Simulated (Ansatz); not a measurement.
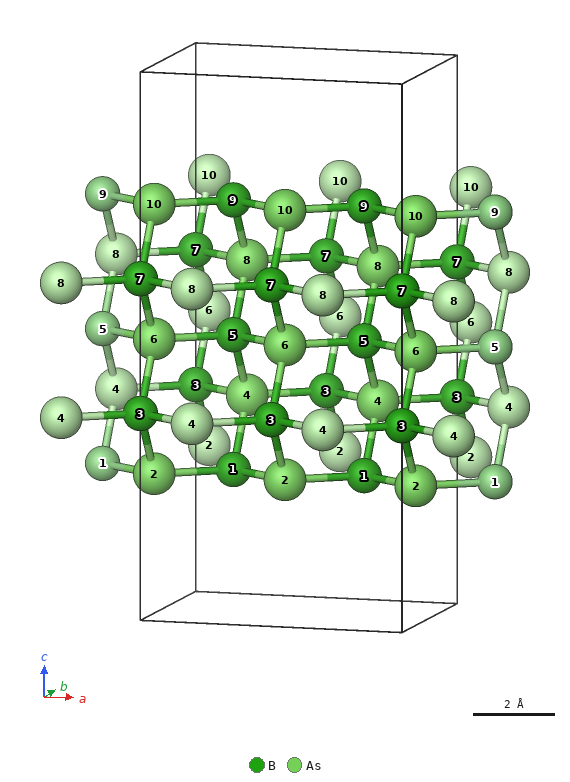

**Figure 1.** The starting structure (ball-and-stick view of the 2 × 1 repeat of the cell, with the vacuum cut short, seen slightly off an axis; neighbours outside the cell are drawn fainter; atoms are numbered from 1 in the order of the input). An atom can appear more than once, as a periodic image.

**BAs: geometry relaxation (part 1 of 3)**

BAs (slab, 10 atoms in the cell), computed with DFT r2SCAN, scalar-relativistic, plane waves, PAW, no spin polarisation (Ansatz 0.2.0).

The structure derives from an entry of the Crystallography Open Database. The input holds or restrains some coordinates. Forces given for the steps count only the free coordinates. It belongs to a series of runs on one base structure; here: clean slab, lower half held. Figures and captions count atoms from 1; the log counts them from 0 in places.

The input:
```yaml
crystal:
  lattice:
    - [3.3826817416, 0.0, 0.0]
    - [0.0, 4.7838343962, 0.0]
    - [0.0, 0.0, 23.7653634832]
  atoms:
    - { symbol: B, position: [0.5, 0.5, 0.3576633703] }
    - { symbol: As, position: [0.0, 0.25, 0.3576633703] }
    - { symbol: B, position: [0.0, 0.0, 0.4288316852] }
    - { symbol: As, position: [0.5, 0.75, 0.4288316852] }
    - { symbol: B, position: [0.5, 0.5, 0.5] }
    - { symbol: As, position: [0.0, 0.25, 0.5] }
    - { symbol: B, position: [0.0, 0.0, 0.5711683148] }
    - { symbol: As, position: [0.5, 0.75, 0.5711683148] }
    - { symbol: B, position: [0.5, 0.5, 0.6423366297] }
    - { symbol: As, position: [0.0, 0.25, 0.6423366297] }
basis:
  ecutwfc: 500
kpoints:
  mp_grid: { grid: [8, 6, 1] }
hamiltonian:
  xc: r2scan
scf:
  occupations: { method: gaussian, width: 0.05 }
output:
  forces: true
  eigenvalues: true
  write_density: true
  write_potential: true
  elf: true
  volumetric_format: npy
relax:
  adjacent_minimum: "off"
  f_tol: 0.03
  max_steps: 70
  constraints: [{ sites: [0, 1, 2, 3] }]
efield:
  axis: 3
  dipole_correction: true
  ramp_width: 0.04
```

Hardware: 4 threads of Intel Xeon @ 2.50GHz (Skylake/Cascade Lake), 189 GiB of memory available, shared host.

Command:
```bash
ansatz run input.yaml --threads 4 --pin off --max-ram 10240MiB --backend cpu --events-out ev --progress --plain --runs-dir out
```

What the program printed:
```
Engine: ansatz 0.2.0, x86_64-unknown-linux-gnu
Pseudopotentials: kind: paw
Pseudopotential: B, paw, valence charge 3, recommended cutoff 500 eV (meta_gga), B.paw.azcp
Pseudopotential: As, paw, valence charge 15, recommended cutoff 500 eV (meta_gga), As.paw.azcp
Functional definition: r2SCAN
  parameter k0 = 0.174
  parameter k1 = 0.065
  parameter a1 = 4.9479
  exchange = r2scan_x(k0 = k0, k1 = k1, a1 = a1)
  correlation = r2scan_c
Crystal: 10 atoms, lattice volume = 384.576 Å³
Basis set: ecut = 500 eV, 9759 PW (Γ), exchange–correlation on 100×144×720 points (64 copies of the dense FFT grid, shifted against one another)
Bands: 55, of which v1, the nominal top of the filled ones, is band 45 counted from 1 (44 counted from 0)
Symmetry: 2 space group operations
k-points: 20 of 48 (time reversal used)
Non-local potential: B, projectors of the file, l = 0: 2, l = 1: 2, l = 2: 1
Non-local potential: As, projectors of the file, l = 0: 2, l = 1: 2, l = 2: 3, l = 3: 1
PAW form: soft (Blöchl's): semilocal exchange-correlation on the pseudo side does not see the compensation charge
PAW frozen core: B, regenerated for the run's functional (the file was generated under x = pbe(κ = 0.804, μ = 0.2195149727645171), c = pbe(β = 0.06672455060314922))
PAW frozen core: As, regenerated for the run's functional (the file was generated under x = pbe(κ = 0.804, μ = 0.2195149727645171), c = pbe(β = 0.06672455060314922))
PAW one-centre angular grid: B, 302 points (default); XC on 160 Gauss nodes
PAW one-centre angular grid: As, 590 points (default); XC on 160 Gauss nodes
Initial density: superposition of atomic densities (neutral atoms: chi_scale 0, normalization atom), corrected by the library's trained network
Initial wavefunctions: pseudopotential atomic-orbital guess
Functional: x = r2scan, c = r2scan; τ floored in thin density (d = 2e-4 eV/Å³)
SCF iter   1: F=—  HF=-25101.639065 eV  |F-HF|=—  |Δ(HF+E_count)|=         —  Δρ=9.73e-3  dr2=6.73e-1  dr2_τ=3.57e-1  ethr=1.77e-3  p=0.000 e·Å  D=1.70e-13 V/Å  ΔV_dip=-0.00 eV  dr2_dipole=3.87e-7  V_vac-E_F(+/−)=4.95/4.95 eV  ⟨swp⟩=6.8  Hψ=4493  notcnv=0  defer=21
efield: sawtooth ramp at fractional position 0.9800 (placed from the atoms, in the widest stretch of the axis that holds none; the zero of the levels goes with the place), width 0.0400; the density the first Hamiltonian is built on has a dipole p = 0.000 e·Å; the dipole correction subtracts the counter field D = 1.70e-13 V/Å, which shifts the + side's vacuum level by -0.00 eV against the − side's; the planar-averaged density in the ramp window peaks in size at 6.6e-6 e/Å³
preconditioner: auto → LDOS  [insulator: Δε(μ)=0.090 eV  Ē_g=10.186 eV  σ=0.050 eV  W_gap=0.80  n_scr=60 (ndim 8)  ℏωp=12.0 eV  f_vac=0.577  D(μ)=0.46/eV (n_scr^D=2)  ε∞_Penn≈2.4  β→1.0]
SCF iter   2: F=—  HF=-25101.671150 eV  |F-HF|=—  |Δ(HF+E_count)|=   3.21e-2  Δρ=4.27e-3  dr2=1.27e-1  dr2_τ=8.22e-3  ethr=7.48e-4  p=-0.000 e·Å  D=-1.67e-5 V/Å  ΔV_dip=0.00 eV  dr2_dipole=9.34e-7  V_vac-E_F(+/−)=5.21/5.21 eV  ⟨swp⟩=3.9  Hψ=2479  notcnv=0  defer=61
SCF iter   3: F=—  HF=-25101.638472 eV  |F-HF|=—  |Δ(HF+E_count)|=   3.27e-2  Δρ=2.81e-3  dr2=6.43e-2  dr2_τ=4.07e-4  ethr=1.41e-4  p=-0.000 e·Å  D=-1.04e-5 V/Å  ΔV_dip=0.00 eV  dr2_dipole=8.79e-8  V_vac-E_F(+/−)=5.17/5.17 eV  ⟨swp⟩=3.0  Hψ=2213  notcnv=0  defer=61
SCF iter   4: F=—  HF=-25101.629030 eV  |F-HF|=—  |Δ(HF+E_count)|=   9.44e-3  Δρ=1.27e-3  dr2=1.10e-2  dr2_τ=1.06e-4  ethr=7.14e-5  p=-0.000 e·Å  D=-3.59e-7 V/Å  ΔV_dip=0.00 eV  dr2_dipole=5.77e-9  V_vac-E_F(+/−)=5.25/5.25 eV  ⟨swp⟩=2.1  Hψ=1414  notcnv=0  defer=61
SCF iter   5: F=—  HF=-25101.627225 eV  |F-HF|=—  |Δ(HF+E_count)|=   1.80e-3  Δρ=3.81e-4  dr2=1.04e-3  dr2_τ=9.45e-6  ethr=1.22e-5  p=0.000 e·Å  D=3.24e-7 V/Å  ΔV_dip=-0.00 eV  dr2_dipole=5.15e-11  V_vac-E_F(+/−)=5.27/5.27 eV  ⟨swp⟩=2.0  Hψ=1497  notcnv=0  defer=61
SCF iter   6: F=—  HF=-25101.627332 eV  |F-HF|=—  |Δ(HF+E_count)|=   1.08e-4  Δρ=9.17e-5  dr2=7.54e-5  dr2_τ=8.89e-7  ethr=1.16e-6  p=0.000 e·Å  D=1.26e-6 V/Å  ΔV_dip=-0.00 eV  dr2_dipole=9.79e-10  V_vac-E_F(+/−)=5.28/5.28 eV  ⟨swp⟩=2.0  Hψ=1377  notcnv=0  defer=61
SCF iter   7: F=-25101.627343 eV  HF=-25101.627345 eV  |F-HF|=1.87e-6  |Δ(HF+E_count)|=   1.27e-5  Δρ=3.44e-5  dr2=6.61e-6  dr2_τ=7.54e-8  ethr=2.50e-8  p=0.000 e·Å  D=8.19e-7 V/Å  ΔV_dip=-0.00 eV  dr2_dipole=1.67e-10  V_vac-E_F(+/−)=5.28/5.28 eV  ⟨swp⟩=21.5  Hψ=12665  notcnv=0
SCF 1 converged in 7 iterations: F = -25101.627343 eV  dr2 = 6.61e-6
  greatest PAW one-centre occupation: 0.999 electrons in one spin orbital (limit 2), on the As atom at site 3 (counted from 0), in its partial waves of l = 2
relax step   1: F+E_penalty+E_count = -25101.62734333 eV  Δ(F+E_penalty+E_count) = +0.000e0 eV  max|allowed force component| = 2.429e0 eV/Å  Δτ_max = 0.0000 Å  (7 SCF iters, dr2 threshold 2.25e-5 eV, accepted)
Initial density: handed on by an earlier stage of this run
Initial wavefunctions: those handed on with the density
iter 1 solved again at ethr=1.74e-4 eV; its pass at ethr=3.10e-3 eV (dr2=1.56e-1 eV) is discarded
SCF iter   1: F=—  HF=-25102.277647 eV  |F-HF|=—  |Δ(HF+E_count)|=         —  Δρ=5.69e-3  dr2=1.49e-1  dr2_τ=5.65e-2  ethr=1.74e-4  p=0.000 e·Å  D=7.33e-7 V/Å  ΔV_dip=-0.00 eV  dr2_dipole=1.47e-2  V_vac-E_F(+/−)=5.20/5.20 eV  ⟨swp⟩=2.0  Hψ=3843  notcnv=0  defer=59
efield: sawtooth ramp at fractional position 0.9800 (handed on by an earlier solve), width 0.0400; the density the first Hamiltonian is built on has a dipole p = 0.000 e·Å; the dipole correction subtracts the counter field D = 7.33e-7 V/Å, which shifts the + side's vacuum level by -0.00 eV against the − side's; the planar-averaged density in the ramp window peaks in size at 5.2e-7 e/Å³
preconditioner: auto → Resta (q_TF=auto, 2.142 Å⁻¹)  ε∞=2.4  [insulator: Δε(μ)=0.200 eV  Ē_g=10.182 eV  σ=0.050 eV  W_gap=0.99  n_scr=60 (ndim 8)  ℏωp=12.0 eV  f_vac=0.577  D(μ)=0.03/eV (n_scr^D=0)  ε∞_Penn≈2.4  vacuum switching on, ρ_ref=7.5e-3 e/Å³]
SCF iter   2: F=—  HF=-25102.302355 eV  |F-HF|=—  |Δ(HF+E_count)|=   2.47e-2  Δρ=2.96e-3  dr2=2.00e-1  dr2_τ=1.42e-3  ethr=1.66e-4  p=0.053 e·Å  D=2.47e-2 V/Å  ΔV_dip=-0.59 eV  dr2_dipole=8.94e-2  V_vac-E_F(+/−)=4.80/5.39 eV  ⟨swp⟩=4.2  Hψ=1720  notcnv=0  defer=59
preconditioner: auto → LDOS  [insulator: Δε(μ)=0.119 eV  Ē_g=10.162 eV  σ=0.050 eV  W_gap=0.91  n_scr=60 (ndim 8)  ℏωp=12.0 eV  f_vac=0.577  D(μ)=0.31/eV (n_scr^D=2)  ε∞_Penn≈2.4  β→1.0]
SCF iter   3: F=—  HF=-25102.290929 eV  |F-HF|=—  |Δ(HF+E_count)|=   1.14e-2  Δρ=1.21e-3  dr2=5.68e-3  dr2_τ=1.03e-4  ethr=1.66e-4  p=0.018 e·Å  D=8.34e-3 V/Å  ΔV_dip=-0.20 eV  dr2_dipole=1.20e-3  V_vac-E_F(+/−)=5.06/5.26 eV  ⟨swp⟩=3.0  Hψ=1495  notcnv=0  defer=59
SCF iter   4: F=—  HF=-25102.293120 eV  |F-HF|=—  |Δ(HF+E_count)|=   2.19e-3  Δρ=4.04e-4  dr2=1.57e-3  dr2_τ=3.00e-5  ethr=6.31e-6  p=0.009 e·Å  D=4.47e-3 V/Å  ΔV_dip=-0.11 eV  dr2_dipole=1.34e-4  V_vac-E_F(+/−)=5.13/5.24 eV  ⟨swp⟩=2.1  Hψ=1533  notcnv=0  defer=59
SCF iter   5: F=—  HF=-25102.293247 eV  |F-HF|=—  |Δ(HF+E_count)|=   1.27e-4  Δρ=1.29e-4  dr2=1.50e-4  dr2_τ=1.88e-6  ethr=1.74e-6  p=0.010 e·Å  D=4.73e-3 V/Å  ΔV_dip=-0.11 eV  dr2_dipole=1.02e-5  V_vac-E_F(+/−)=5.12/5.24 eV  ⟨swp⟩=2.0  Hψ=1418  notcnv=0  defer=59
SCF iter   6: F=-25102.293275 eV  HF=-25102.293269 eV  |F-HF|=6.52e-6  |Δ(HF+E_count)|=   2.19e-5  Δρ=4.17e-5  dr2=1.17e-5  dr2_τ=2.71e-7  ethr=1.11e-7  p=0.009 e·Å  D=4.27e-3 V/Å  ΔV_dip=-0.10 eV  dr2_dipole=3.24e-7  V_vac-E_F(+/−)=5.13/5.23 eV  ⟨swp⟩=21.7  Hψ=11434  notcnv=0
SCF 2 converged in 6 iterations: F = -25102.293275 eV  dr2 = 1.17e-5
  Residual-converged pass: ⟨swp⟩=1.1  Hψ=1181  notcnv=0  max |occ|·‖R‖ = 6.9e-9 eV (tolerance 1.0e-8 eV)  dr2=1.17e-5  dr2_τ=2.71e-7  dr2_onsite=2.04e-7  max |Δocc| = 3.2e-12
relax step   2: F+E_penalty+E_count = -25102.29327548 eV  Δ(F+E_penalty+E_count) = -6.659e-1 eV  max|allowed force component| = 1.552e0 eV/Å  Δτ_max = 0.1948 Å  (6 SCF iters, dr2 threshold 1.00e-4 eV, accepted)
SCF iter   1: F=—  HF=-25102.499845 eV  |F-HF|=—  |Δ(HF+E_count)|=         —  Δρ=5.41e-3  dr2=8.58e-2  dr2_τ=4.47e-2  ethr=1.44e-3  p=0.009 e·Å  D=4.27e-3 V/Å  ΔV_dip=-0.10 eV  dr2_dipole=9.18e-3  V_vac-E_F(+/−)=5.12/5.22 eV  ⟨swp⟩=4.8  Hψ=2560  notcnv=0  defer=59
efield: sawtooth ramp at fractional position 0.9800 (handed on by an earlier solve), width 0.0400; the density the first Hamiltonian is built on has a dipole p = 0.009 e·Å; the dipole correction subtracts the counter field D = 4.27e-3 V/Å, which shifts the + side's vacuum level by -0.10 eV against the − side's; the planar-averaged density in the ramp window peaks in size at 5.0e-7 e/Å³
preconditioner: auto → Resta (q_TF=auto, 2.142 Å⁻¹)  ε∞=2.4  [insulator: Δε(μ)=0.263 eV  Ē_g=10.156 eV  σ=0.050 eV  W_gap=1.00  n_scr=60 (ndim 8)  ℏωp=12.0 eV  f_vac=0.578  D(μ)=0.00/eV (n_scr^D=0)  ε∞_Penn≈2.4  vacuum switching on, ρ_ref=7.5e-3 e/Å³]
SCF iter   2: F=—  HF=-25102.522326 eV  |F-HF|=—  |Δ(HF+E_count)|=   2.25e-2  Δρ=2.92e-3  dr2=7.79e-2  dr2_τ=4.96e-4  ethr=9.53e-5  p=0.051 e·Å  D=2.42e-2 V/Å  ΔV_dip=-0.58 eV  dr2_dipole=3.12e-2  V_vac-E_F(+/−)=4.77/5.34 eV  ⟨swp⟩=3.2  Hψ=1893  notcnv=0  defer=63
SCF iter   3: F=—  HF=-25102.529096 eV  |F-HF|=—  |Δ(HF+E_count)|=   6.77e-3  Δρ=2.10e-3  dr2=6.52e-2  dr2_τ=3.44e-4  ethr=8.65e-5  p=-0.005 e·Å  D=-2.59e-3 V/Å  ΔV_dip=0.06 eV  dr2_dipole=2.60e-2  V_vac-E_F(+/−)=5.22/5.16 eV  ⟨swp⟩=4.2  Hψ=1536  notcnv=0  defer=63
SCF iter   4: F=—  HF=-25102.526709 eV  |F-HF|=—  |Δ(HF+E_count)|=   2.39e-3  Δρ=1.23e-3  dr2=3.19e-3  dr2_τ=8.24e-5  ethr=7.24e-5  p=0.020 e·Å  D=9.58e-3 V/Å  ΔV_dip=-0.23 eV  dr2_dipole=5.31e-5  V_vac-E_F(+/−)=5.02/5.24 eV  ⟨swp⟩=2.8  Hψ=1439  notcnv=0  defer=56
SCF iter   5: F=—  HF=-25102.530726 eV  |F-HF|=—  |Δ(HF+E_count)|=   4.02e-3  Δρ=2.67e-4  dr2=4.21e-4  dr2_τ=8.16e-6  ethr=3.55e-6  p=0.017 e·Å  D=7.96e-3 V/Å  ΔV_dip=-0.19 eV  dr2_dipole=4.95e-6  V_vac-E_F(+/−)=5.04/5.23 eV  ⟨swp⟩=2.0  Hψ=1489  notcnv=0  defer=56
SCF iter   6: F=—  HF=-25102.530988 eV  |F-HF|=—  |Δ(HF+E_count)|=   2.62e-4  Δρ=8.74e-5  dr2=5.12e-5  dr2_τ=9.35e-7  ethr=4.68e-7  p=0.017 e·Å  D=7.98e-3 V/Å  ΔV_dip=-0.19 eV  dr2_dipole=7.07e-6  V_vac-E_F(+/−)=5.05/5.24 eV  ⟨swp⟩=2.0  Hψ=1409  notcnv=0  defer=56
SCF iter   7: F=-25102.531013 eV  HF=-25102.531009 eV  |F-HF|=3.78e-6  |Δ(HF+E_count)|=   2.15e-5  Δρ=3.27e-5  dr2=3.99e-6  dr2_τ=1.64e-7  ethr=5.69e-8  p=0.017 e·Å  D=7.79e-3 V/Å  ΔV_dip=-0.19 eV  dr2_dipole=1.02e-7  V_vac-E_F(+/−)=5.05/5.24 eV  ⟨swp⟩=22.8  Hψ=11629  notcnv=0
SCF 3 converged in 7 iterations: F = -25102.531013 eV  dr2 = 3.99e-6
relax step   3: F+E_penalty+E_count = -25102.53101326 eV  Δ(F+E_penalty+E_count) = -2.377e-1 eV  max|allowed force component| = 3.606e-1 eV/Å  Δτ_max = 0.1978 Å  (7 SCF iters, dr2 threshold 1.00e-4 eV, accepted)
```
